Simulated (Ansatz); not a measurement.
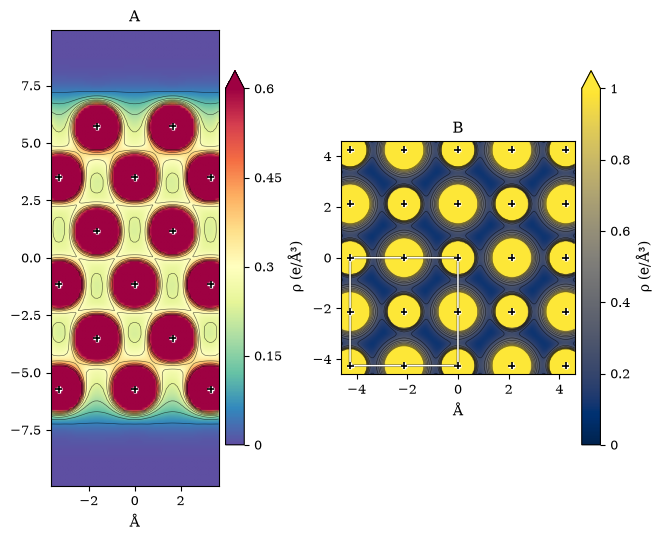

The valence pseudo-density of 2 systems, each on a plane through atoms (crosses mark nuclei in the plane).

Computed with Ansatz, DFT r2SCAN, scalar-relativistic, plane waves, PAW.

System 1: Ta (slab), the (11̄0) plane of the calculation cell, a cut from vacuum to vacuum. 

```cif
data_structure
_symmetry_space_group_name_H-M 'P 1'
_symmetry_Int_Tables_number 1
_cell_length_a 2.8618
_cell_length_b 2.8618
_cell_length_c 26.6834
_cell_angle_alpha 90.000
_cell_angle_beta 90.000
_cell_angle_gamma 109.471
_cell_volume 206.04
loop_
_atom_site_label
_atom_site_type_symbol
_atom_site_fract_x
_atom_site_fract_y
_atom_site_fract_z
_atom_site_occupancy
Ta1 Ta 0.50000 0.50000 0.28503 1
Ta2 Ta 0.00000 0.00000 0.36870 1
Ta3 Ta 0.50000 0.50000 0.45638 1
Ta4 Ta 0.00000 0.00000 0.54362 1
Ta5 Ta 0.50000 0.50000 0.63130 1
Ta6 Ta 0.00000 0.00000 0.71497 1
```

System 2: MgO, the (001) plane of the conventional cell. Space group Fm-3m; a generated structure, not necessarily the stable one; computed pressure about −5 GPa in this cell.

```cif
data_structure
_symmetry_space_group_name_H-M 'P 1'
_symmetry_Int_Tables_number 1
_cell_length_a 4.2540
_cell_length_b 4.2540
_cell_length_c 4.2540
_cell_angle_alpha 89.999
_cell_angle_beta 89.999
_cell_angle_gamma 89.999
_cell_volume 76.98
loop_
_atom_site_label
_atom_site_type_symbol
_atom_site_fract_x
_atom_site_fract_y
_atom_site_fract_z
_atom_site_occupancy
Mg1 Mg 0.00000 0.00000 0.00000 1
Mg2 Mg 0.50000 0.00000 0.50000 1
Mg3 Mg 0.00000 0.50000 0.50000 1
Mg4 Mg 0.50000 0.50000 0.00000 1
O1 O 0.00000 0.00000 0.50000 1
O2 O 0.50000 0.00000 0.00000 1
O3 O 0.00000 0.50000 0.00000 1
O4 O 0.50000 0.50000 0.50000 1
```

Q: Match each panel to its system.

A: Panel A is system 1, Ta: the plane holds Ta. Ta–Ta (2.78 Å): ρ is about 0.35 e/Å³ halfway. Panel B is system 2, MgO: the plane holds Mg and O. Mg–O (2.13 Å): ρ at the midpoint is about 0.32 e/Å³.
